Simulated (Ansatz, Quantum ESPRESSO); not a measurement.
# 1T-GeCl2, 1 layer: response to a perpendicular field, part 4 of 5

Aim: how 1T-GeCl2, 1 layer screens a field along its normal, and what the field does to its bands.

Quantum ESPRESSO 7.5; plane-wave DFT, PBE, GBRV ultrasoft pseudopotentials; geometry and cross-check by Ansatz 0.2.0 with PAW datasets.

So far. Step 6 (SCF with pw.x: field 0.1 V/Å): The dipole goes from -0.0000 to 0.0311 e Å, 0.3108 e Å per V/Å. Step 7 (Electrostatic potential): The slope in the vacuum is 0.100 eV/Å for an applied 0.10 V/Å, as it should be.

### 8. Ground state: field 0.2 V/Å

f2.in reads:

```
&control
  prefix = 'f2'
  outdir = './out'
  pseudo_dir = './pseudo'
  calculation = 'scf'
  tprnfor = .true.
  tefield = .true.
  dipfield = .true.
/
&system
  ibrav = 0
  nat = 3
  ntyp = 2
  ecutwfc = 40
  ecutrho = 200
  occupations = 'smearing'
  smearing = 'fd'
  degauss = 0.004
  edir = 3
  emaxpos = 0.97
  eopreg = 0.04
  eamp = 0.00388938
/
&electrons
  conv_thr = 1e-09
  mixing_beta = 0.4
  electron_maxstep = 120
  mixing_mode = 'plain'
  startingpot = 'file'
/
ATOMIC_SPECIES
  Cl  35.4500  cl_pbe_v1.4.uspp.F.UPF
  Ge  72.6300  ge_pbe_v1.4.uspp.F.UPF
CELL_PARAMETERS angstrom
  3.93856040963331 0.00000000000000 0.00000000000000
  -1.96928020481666 3.41089336908209 -0.00000000000000
  0.00000000000000 -0.00000000000000 19.58830051540000
ATOMIC_POSITIONS crystal
  Cl  0.666666666667 0.333333333333 0.424919235791
  Ge  0.000000000000 0.000000000000 0.500000020751
  Cl  0.333333333333 0.666666666667 0.575080743459
K_POINTS automatic
  12 12 1 0 0 0
```

The run is started by

```bash
> cp -r out/f0.save out/f2.save
> OMP_NUM_THREADS=1 mpirun -n 4 pw.x -nk 4 -in f2.in > f2.out
```

Log:

```text
[banner, memory and clock lines left out]
Program PWSCF v.7.5 starts
[...]
number of electrons       =        28.00
     number of Kohn-Sham states=           18
     kinetic-energy cutoff     =      40.0000  Ry
     charge density cutoff     =     200.0000  Ry
[...]
number of k points=    74  Fermi-Dirac smearing, width (Ry)=  0.0040
[...]
Dense  grid:    84743 G-vectors     FFT dimensions: (  36,  36, 180)
[...]
The initial density is read from file :
[...]
negative rho (up, down):  2.736E-02 0.000E+00
[...]
Starting wfcs are   17 randomized atomic wfcs +    1 random wfcs
[...]
negative rho (up, down):  2.740E-02 0.000E+00
[...]
estimated scf accuracy    <       0.01400062 Ry
[...]
negative rho (up, down):  2.741E-02 0.000E+00
[...]
estimated scf accuracy    <       0.03840974 Ry
[...]
negative rho (up, down):  2.742E-02 0.000E+00
[...]
estimated scf accuracy    <       0.00003444 Ry
[...]
negative rho (up, down):  2.740E-02 0.000E+00
[...]
estimated scf accuracy    <       0.00000433 Ry
[...]
negative rho (up, down):  2.738E-02 0.000E+00
[...]
estimated scf accuracy    <       0.00000033 Ry
[...]
negative rho (up, down):  2.737E-02 0.000E+00
[...]
estimated scf accuracy    <       0.00000005 Ry
[...]
negative rho (up, down):  2.736E-02 0.000E+00
[...]
estimated scf accuracy    <          7.4E-09 Ry
[...]
negative rho (up, down):  2.736E-02 0.000E+00
[...]
estimated scf accuracy    <          1.3E-09 Ry
[...]
negative rho (up, down):  2.736E-02 0.000E+00
[...]
Computed dipole along edir(3) :
        Dipole                0.1175 Ry au,          0.2987 Debye
        Dipole field          0.0008 Ry au,
        E field amplitude [Ha a.u.]:  3.8894E-03
        Potential amp.        0.2173 Ry
        Total length         35.5359 bohr
[...]
the Fermi energy is    -2.4933 ev
!    total energy              =    -280.40297321 Ry
     estimated scf accuracy    <          1.9E-10 Ry
     smearing contrib. (-TS)   =      -0.00000000 Ry
     internal energy E=F+TS    =    -280.40297321 Ry
[...]
one-electron contribution =    -956.50322362 Ry
     hartree contribution      =     488.07652750 Ry
     xc contribution           =     -76.98933482 Ry
     ewald contribution        =     265.01387411 Ry
     electric field correction =      -0.00081639 Ry
     convergence has been achieved in   9 iterations
     negative rho (up, down):  2.736E-02 0.000E+00
[...]
Total force =     0.004423     Total SCF correction =     0.000052
[...]
```

Elapsed: 50 s, on 4 MPI ranks of Arm Neoverse V1, shared host; peak memory 0.71 GiB.

Numbers from this step:

* free energy: -3815.0768 eV
* Fermi energy: -2.493 eV
* dipole along the normal: 0.06219 e·Å
* valence top, on the run's zero: -4.052 eV
* conduction bottom, on the run's zero: -1.433 eV

The dipole goes from -0.0000 to 0.0622 e Å, 0.3109 e Å per V/Å.

### 9. Potential by pp.x

f2.pot.in reads:

```
&inputpp
  prefix = 'f2'
  outdir = './out'
  filplot = 'f2.pot.dat'
  plot_num = 11
/
```

The run is started by

```bash
> OMP_NUM_THREADS=1 mpirun -n 4 pp.x -in f2.pot.in > f2.pot.out
```

Wall time 1.1 s (4 MPI ranks); peak memory 0.12 GiB.

Read from the output:

| Quantity | Value |
| --- | --- |
| slope of the potential above | 0.2000 eV/Å |
| upper vacuum line continued to the top atoms, over the valence top | 6.913 eV |
| slope of the potential below | 0.2000 eV/Å |
| lower vacuum line continued to the bottom atoms, over the valence top | 7.162 eV |

The slope in the vacuum is 0.200 eV/Å for an applied 0.20 V/Å, as it should be.

### 10. Bands along a path: field 0.2 V/Å

f2.bands.in reads:

```
&control
  prefix = 'f2.bands'
  outdir = './out'
  pseudo_dir = './pseudo'
  calculation = 'bands'
  tefield = .true.
  dipfield = .true.
/
&system
  ibrav = 0
  nat = 3
  ntyp = 2
  ecutwfc = 40
  ecutrho = 200
  occupations = 'smearing'
  smearing = 'fd'
  degauss = 0.004
  edir = 3
  emaxpos = 0.97
  eopreg = 0.04
  eamp = 0.00388938
  nbnd = 20
/
&electrons
  conv_thr = 1e-07
  mixing_beta = 0.4
  electron_maxstep = 120
  mixing_mode = 'local-TF'
/
ATOMIC_SPECIES
  Cl  35.4500  cl_pbe_v1.4.uspp.F.UPF
  Ge  72.6300  ge_pbe_v1.4.uspp.F.UPF
CELL_PARAMETERS angstrom
  3.93856040963331 0.00000000000000 0.00000000000000
  -1.96928020481666 3.41089336908209 -0.00000000000000
  0.00000000000000 -0.00000000000000 19.58830051540000
ATOMIC_POSITIONS crystal
  Cl  0.666666666667 0.333333333333 0.424919235791
  Ge  0.000000000000 0.000000000000 0.500000020751
  Cl  0.333333333333 0.666666666667 0.575080743459
K_POINTS crystal_b
4
  0.0000000000 0.0000000000 0.0000000000 14
  0.5000000000 0.0000000000 0.0000000000 14
  0.3333333333 0.3333333333 0.0000000000 14
  0.0000000000 0.0000000000 0.0000000000 1
```

The run is started by

```bash
> cp -r out/f2.save out/f2.bands.save
> cp out/f2.xml out/f2.bands.xml
> OMP_NUM_THREADS=1 mpirun -n 4 pw.x -nk 4 -in f2.bands.in > f2.bands.out
```

Log:

```text
[banner, memory and clock lines left out]
Program PWSCF v.7.5 starts
[citation notice left out]

[...]
bravais-lattice index     =            0
     lattice parameter (alat)  =       7.4428  a.u.
     unit-cell volume          =    1775.8203 (a.u.)^3
     number of atoms/cell      =            3
     number of atomic types    =            2
     number of electrons       =        28.00
     number of Kohn-Sham states=           20
     kinetic-energy cutoff     =      40.0000  Ry
     charge density cutoff     =     200.0000  Ry
     Exchange-correlation=  SLA  PW   PBX  PBC
                           (   1   4   3   4   0   0   0)

[...]
PseudoPot. # 1 for Cl read from file:
     ./pseudo/cl_pbe_v1.4.uspp.F.UPF
     Pseudo is Ultrasoft + core correction, Zval =  7.0
     Generated by new atomic code, or converted to UPF format
     Using radial grid of  909 points,  6 beta functions with:
                l(1) =   0
                l(2) =   0
                l(3) =   1
                l(4) =   1
                l(5) =   2
                l(6) =   2
     Q(r) pseudized with  8 coefficients,  rinner =    1.300   1.300   1.300
                                                       1.300   1.300

     PseudoPot. # 2 for Ge read from file:
     ./pseudo/ge_pbe_v1.4.uspp.F.UPF
     Pseudo is Ultrasoft + core correction, Zval = 14.0
     Generated by new atomic code, or converted to UPF format
     Using radial grid of  873 points,  6 beta functions with:
                l(1) =   0
                l(2) =   0
                l(3) =   1
                l(4) =   1
                l(5) =   2
                l(6) =   2
     Q(r) pseudized with  8 coefficients,  rinner =    1.400   1.400   1.400
                                                       1.400   1.400

     atomic species   valence    mass     pseudopotential
     Cl                7.00    35.45000     Cl( 1.00)
     Ge               14.00    72.63000     Ge( 1.00)

     No symmetry found

[...]
number of k points=    43  Fermi-Dirac smearing, width (Ry)=  0.0040
[...]
Dense  grid:    84743 G-vectors     FFT dimensions: (  36,  36, 180)

     Smooth grid:    60479 G-vectors     FFT dimensions: (  30,  30, 150)

     The potential is recalculated from file :
     ./out/f2.bands.save/charge-density

     negative rho (up, down):  2.736E-02 0.000E+00

     Adding external electric field

     Computed dipole along edir(3) :
        Dipole                0.1175 Ry au,          0.2987 Debye
        Dipole field          0.0008 Ry au,

        E field amplitude [Ha a.u.]:  3.8894E-03
        Potential amp.        0.2173 Ry
        Total length         35.5359 bohr

     Starting wfcs are   17 randomized atomic wfcs +    3 random wfcs

     Band Structure Calculation
     Davidson diagonalization with overlap

     ethr =  3.57E-10,  avg # of iterations = 47.5

     End of band structure calculation

          k = 0.0000 0.0000 0.0000 (  7617 PWs)   bands (ev):

   -27.9213 -27.9182 -27.9182 -27.9153 -27.9153 -18.5762 -17.9402 -10.3523
    -5.8402  -5.8402  -5.7305  -5.7305  -5.7000  -4.6932  -1.4327  -0.0148
    -0.0148   1.8984   2.7588   3.0085

          k = 0.0357 0.0206 0.0000 (  7601 PWs)   bands (ev):

   -27.9213 -27.9182 -27.9182 -27.9153 -27.9153 -18.5704 -17.9377 -10.3585
    -5.9189  -5.8789  -5.7420  -5.7053  -5.6950  -4.6505  -1.3909  -0.0296
    -0.0009   1.9164   2.7771   3.0269

[...]
```

The job ended after 23 s (4 MPI ranks; peak memory 0.34 GiB; 93 s of CPU time).

Band numbers count within the set of bands kept for display. The electronic bands at the labelled points (eV, zero at the highest filled level of the SCF mesh; v1 is the highest filled band, c1 the lowest empty one):

```csv
point,v4,v3,v2,v1,c1,c2,c3,c4
Γ,-1.68,-1.68,-1.65,-0.64,2.62,4.04,4.04,5.95
M,-2.48,-1.66,-1.65,-0.53,3.65,4.83,5.14,7.20
K,-3.05,-1.72,-1.69,0.00,4.65,4.66,5.01,8.69
Γ,-1.68,-1.68,-1.65,-0.64,2.62,4.04,4.04,5.95
```

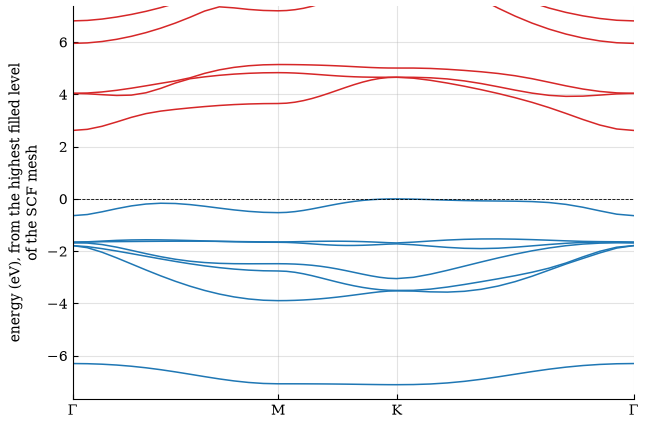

Electronic bands along the path; lines of filled and empty bands in two colours.

Upper empty bands that drop with the field can be states of the vacuum, held by the sawtooth; they depend on the cell's width.

Along this path the valence top lies at K and the conduction bottom at Γ.

### 11. Self-consistent run: field -0.2 V/Å

f3.in, as its differences from the input of step 8:

```diff
@@ -1,3 +1,3 @@
 &control
-  prefix = 'f2'
+  prefix = 'f3'
   outdir = './out'
@@ -21,3 +21,3 @@
   eopreg = 0.04
-  eamp = 0.00388938
+  eamp = -0.00388938
 /
```

The run is started by

```bash
> cp -r out/f0.save out/f3.save
> OMP_NUM_THREADS=1 mpirun -n 4 pw.x -nk 4 -in f3.in > f3.out
```

Log:

```text
[banner, memory and clock lines left out]
Program PWSCF v.7.5 starts
[...]
number of electrons       =        28.00
     number of Kohn-Sham states=           18
     kinetic-energy cutoff     =      40.0000  Ry
     charge density cutoff     =     200.0000  Ry
[...]
number of k points=    74  Fermi-Dirac smearing, width (Ry)=  0.0040
[...]
Dense  grid:    84743 G-vectors     FFT dimensions: (  36,  36, 180)
[...]
The initial density is read from file :
[...]
negative rho (up, down):  2.736E-02 0.000E+00
[...]
Starting wfcs are   17 randomized atomic wfcs +    1 random wfcs
[...]
negative rho (up, down):  2.740E-02 0.000E+00
[...]
estimated scf accuracy    <       0.01399970 Ry
[...]
negative rho (up, down):  2.741E-02 0.000E+00
[...]
estimated scf accuracy    <       0.03843482 Ry
[...]
negative rho (up, down):  2.742E-02 0.000E+00
[...]
estimated scf accuracy    <       0.00003407 Ry
[...]
negative rho (up, down):  2.740E-02 0.000E+00
[...]
estimated scf accuracy    <       0.00000428 Ry
[...]
negative rho (up, down):  2.738E-02 0.000E+00
[...]
estimated scf accuracy    <       0.00000033 Ry
[...]
negative rho (up, down):  2.737E-02 0.000E+00
[...]
estimated scf accuracy    <       0.00000005 Ry
[...]
negative rho (up, down):  2.736E-02 0.000E+00
[...]
estimated scf accuracy    <          7.4E-09 Ry
[...]
negative rho (up, down):  2.736E-02 0.000E+00
[...]
estimated scf accuracy    <          1.3E-09 Ry
[...]
negative rho (up, down):  2.736E-02 0.000E+00
[...]
Computed dipole along edir(3) :
        Dipole               -0.1175 Ry au,         -0.2987 Debye
        Dipole field         -0.0008 Ry au,
        E field amplitude [Ha a.u.]: -3.8894E-03
        Potential amp.       -0.2173 Ry
        Total length         35.5359 bohr
[...]
the Fermi energy is    -2.7663 ev
!    total energy              =    -280.40297320 Ry
     estimated scf accuracy    <          1.8E-10 Ry
     smearing contrib. (-TS)   =      -0.00000000 Ry
     internal energy E=F+TS    =    -280.40297320 Ry
[...]
one-electron contribution =    -956.50322294 Ry
     hartree contribution      =     488.07652680 Ry
     xc contribution           =     -76.98933478 Ry
     ewald contribution        =     265.01387411 Ry
     electric field correction =      -0.00081638 Ry
     convergence has been achieved in   9 iterations
     negative rho (up, down):  2.736E-02 0.000E+00
[...]
Total force =     0.004424     Total SCF correction =     0.000052
[...]
```

The job ended after 50 s (4 MPI ranks; peak memory 0.66 GiB).

Read from the output:

```
Fermi energy                         : -2.766 eV
dipole along the normal              : -0.06219 e·Å
valence top, on the run's zero       : -4.113 eV
conduction bottom, on the run's zero : -1.494 eV
```

The dipole goes from -0.0000 to -0.0622 e Å, 0.3109 e Å per V/Å.

### 12. Electrostatic potential

f3.pot.in reads:

```
&inputpp
  prefix = 'f3'
  outdir = './out'
  filplot = 'f3.pot.dat'
  plot_num = 11
/
```

The run is started by

```bash
> OMP_NUM_THREADS=1 mpirun -n 4 pp.x -in f3.pot.in > f3.pot.out
```

Run time: 1.1 s. Hardware: 4 MPI ranks; peak memory 0.12 GiB.

This step gave:

| Item | Value |
| --- | --- |
| slope of the potential above | -0.2000 eV/Å |
| upper vacuum line continued to the top atoms, over the valence top | 7.162 eV |
| slope of the potential below | -0.2000 eV/Å |
| lower vacuum line continued to the bottom atoms, over the valence top | 6.913 eV |

The slope in the vacuum is -0.200 eV/Å for an applied -0.20 V/Å, as it should be.

Each curve counts from the valence top of its own run.

The potential energy (potential at 0 V/Å) oscillates, so the rows of the table below give means over windows of 2.5 Å about each position, cut where the curve ends. Its maxima inside the range that stand out by 2 % of the span (Å: eV): 9.0: -1.13, 10.6: -1.13. Its minima: 8.4: -7.49, 9.8: -4.48, 11.2: -7.49.

The runs together. The potential energy by z; means over each step:

```csv
z (Å),potential at 0 V/Å (eV),potential at 0.1 V/Å (eV),potential at 0.2 V/Å (eV),potential at -0.2 V/Å (eV)
0.0,7.04,6.36,5.69,8.39
2.5,7.04,6.52,6.00,8.08
5.0,7.03,6.76,6.49,7.57
7.5,1.85,1.80,1.74,1.97
10.0,-3.29,-3.29,-3.29,-3.30
12.5,3.96,4.04,4.13,3.80
15.0,7.03,7.35,7.66,6.41
17.5,7.04,7.60,8.16,5.91
```

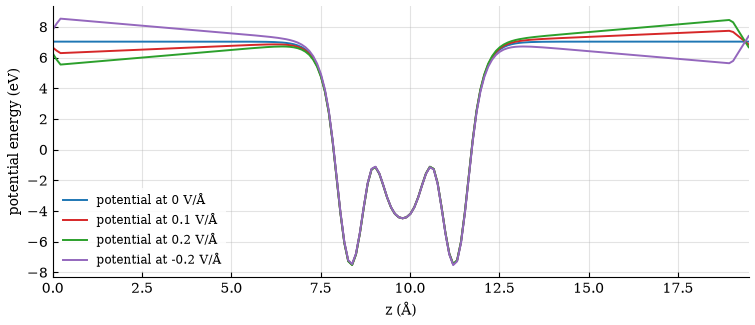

Potential energy, plotted against z.

### 13. Band structure: field -0.2 V/Å

f3.bands.in, as its differences from the input of step 10:

```diff
@@ -1,3 +1,3 @@
 &control
-  prefix = 'f2.bands'
+  prefix = 'f3.bands'
   outdir = './out'
@@ -20,3 +20,3 @@
   eopreg = 0.04
-  eamp = 0.00388938
+  eamp = -0.00388938
   nbnd = 20
```

The run is started by

```bash
> cp -r out/f3.save out/f3.bands.save
> cp out/f3.xml out/f3.bands.xml
> OMP_NUM_THREADS=1 mpirun -n 4 pw.x -nk 4 -in f3.bands.in > f3.bands.out
```

Log:

```text
[banner, memory and clock lines left out]
Program PWSCF v.7.5 starts
[citation notice left out]

[...]
bravais-lattice index     =            0
     lattice parameter (alat)  =       7.4428  a.u.
     unit-cell volume          =    1775.8203 (a.u.)^3
     number of atoms/cell      =            3
     number of atomic types    =            2
     number of electrons       =        28.00
     number of Kohn-Sham states=           20
     kinetic-energy cutoff     =      40.0000  Ry
     charge density cutoff     =     200.0000  Ry
     Exchange-correlation=  SLA  PW   PBX  PBC
                           (   1   4   3   4   0   0   0)

[...]
PseudoPot. # 1 for Cl read from file:
     ./pseudo/cl_pbe_v1.4.uspp.F.UPF
     Pseudo is Ultrasoft + core correction, Zval =  7.0
     Generated by new atomic code, or converted to UPF format
     Using radial grid of  909 points,  6 beta functions with:
                l(1) =   0
                l(2) =   0
                l(3) =   1
                l(4) =   1
                l(5) =   2
                l(6) =   2
     Q(r) pseudized with  8 coefficients,  rinner =    1.300   1.300   1.300
                                                       1.300   1.300

     PseudoPot. # 2 for Ge read from file:
     ./pseudo/ge_pbe_v1.4.uspp.F.UPF
     Pseudo is Ultrasoft + core correction, Zval = 14.0
     Generated by new atomic code, or converted to UPF format
     Using radial grid of  873 points,  6 beta functions with:
                l(1) =   0
                l(2) =   0
                l(3) =   1
                l(4) =   1
                l(5) =   2
                l(6) =   2
     Q(r) pseudized with  8 coefficients,  rinner =    1.400   1.400   1.400
                                                       1.400   1.400

     atomic species   valence    mass     pseudopotential
     Cl                7.00    35.45000     Cl( 1.00)
     Ge               14.00    72.63000     Ge( 1.00)

     No symmetry found

[...]
number of k points=    43  Fermi-Dirac smearing, width (Ry)=  0.0040
[...]
Dense  grid:    84743 G-vectors     FFT dimensions: (  36,  36, 180)

     Smooth grid:    60479 G-vectors     FFT dimensions: (  30,  30, 150)

     The potential is recalculated from file :
     ./out/f3.bands.save/charge-density

     negative rho (up, down):  2.736E-02 0.000E+00

     Adding external electric field

     Computed dipole along edir(3) :
        Dipole               -0.1175 Ry au,         -0.2987 Debye
        Dipole field         -0.0008 Ry au,

        E field amplitude [Ha a.u.]: -3.8894E-03
        Potential amp.       -0.2173 Ry
        Total length         35.5359 bohr

     Starting wfcs are   17 randomized atomic wfcs +    3 random wfcs

     Band Structure Calculation
     Davidson diagonalization with overlap

     ethr =  3.57E-10,  avg # of iterations = 47.4

     End of band structure calculation

          k = 0.0000 0.0000 0.0000 (  7617 PWs)   bands (ev):

   -27.9829 -27.9798 -27.9798 -27.9769 -27.9769 -18.6378 -18.0018 -10.4139
    -5.9018  -5.9018  -5.7921  -5.7921  -5.7616  -4.7548  -1.4943  -0.0764
    -0.0764   1.8739   2.8341   2.9503

          k = 0.0357 0.0206 0.0000 (  7601 PWs)   bands (ev):

   -27.9829 -27.9798 -27.9798 -27.9769 -27.9769 -18.6320 -17.9993 -10.4201
    -5.9805  -5.9405  -5.8036  -5.7669  -5.7566  -4.7121  -1.4525  -0.0912
    -0.0625   1.8921   2.8535   2.9673

[...]
```

Elapsed: 24 s, on 4 MPI ranks; peak memory 0.34 GiB.

Band numbers count within the set of bands kept for display. Electronic bands along the path, in eV, zero at the highest filled level of the SCF mesh; v1 is the highest filled band, c1 the lowest empty one:

```csv
point,v4,v3,v2,v1,c1,c2,c3,c4
Γ,-1.68,-1.68,-1.65,-0.64,2.62,4.04,4.04,5.99
M,-2.48,-1.66,-1.65,-0.53,3.65,4.83,5.14,7.20
K,-3.05,-1.72,-1.69,0.00,4.65,4.66,5.01,8.69
Γ,-1.68,-1.68,-1.65,-0.64,2.62,4.04,4.04,5.99
```

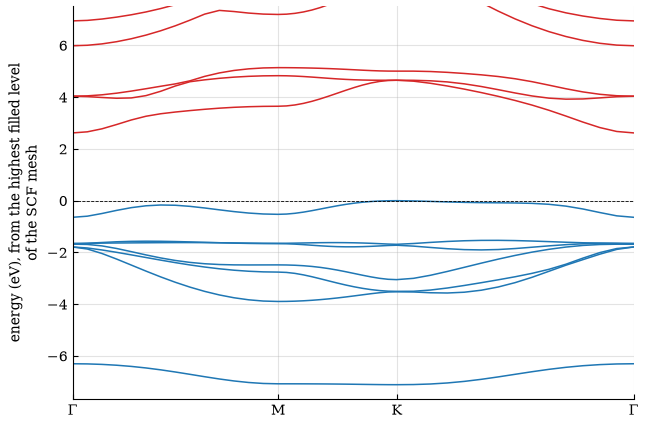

Electronic bands along the path; lines of filled and empty bands in two colours.

Upper empty bands that drop with the field can be states of the vacuum, held by the sawtooth; they depend on the cell's width.

Along this path the valence top lies at K and the conduction bottom at Γ.

(Part 4 of 5 ends here.)

[Logs are printed without paths, hosts, clocks, repeated set-up lines and the standing remarks that a program may print on its own settings, such as how far it seeks lower states.]

[Hosts, paths, dates, database ids (printed as entryN), source tags and the programs' standing remarks are cut or masked in the printed files.]

[Maps of the electrostatic potential energy from Ansatz leave out the sawtooth potential of an applied field or a dipole correction, so their vacuum need not be flat; planar profiles and work functions include it.]
